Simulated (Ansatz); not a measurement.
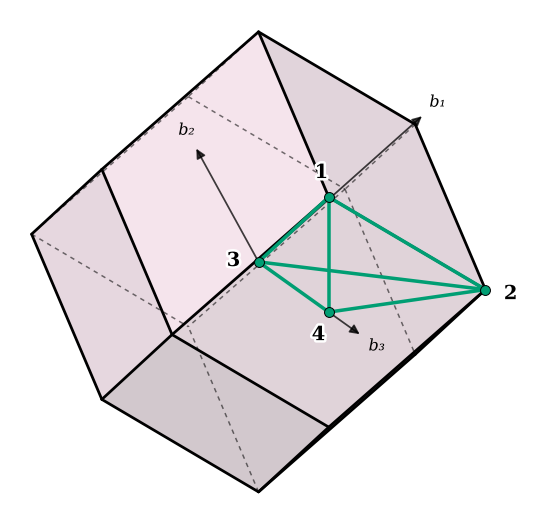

For Si, the geometry relaxed with DFT r2SCAN, scalar-relativistic, plane waves, PAW in Ansatz: the first Brillouin zone of a body-centred cubic lattice (cI; extended symbol cI1) is drawn with its special points numbered. Symmetry computed with spglib at a tolerance of 0.002 Å; standard conventional cell.

a = 6.699 Å, b = 6.699 Å, c = 6.699 Å, α = 90.00°, β = 90.00°, γ = 90.00°.

Labels and path follow the convention of Hinuma et al. (2017), as computed by seekpath; the arrows show the directions of the reciprocal primitive vectors b₁, b₂, b₃, in which coordinates are given.

Which special point is each number?

```
no.  label       coordinates
  1      P   (1/4, 1/4, 1/4)
  2      H  (1/2, −1/2, 1/2)
  3      Γ         (0, 0, 0)
  4      N       (0, 0, 1/2)
```
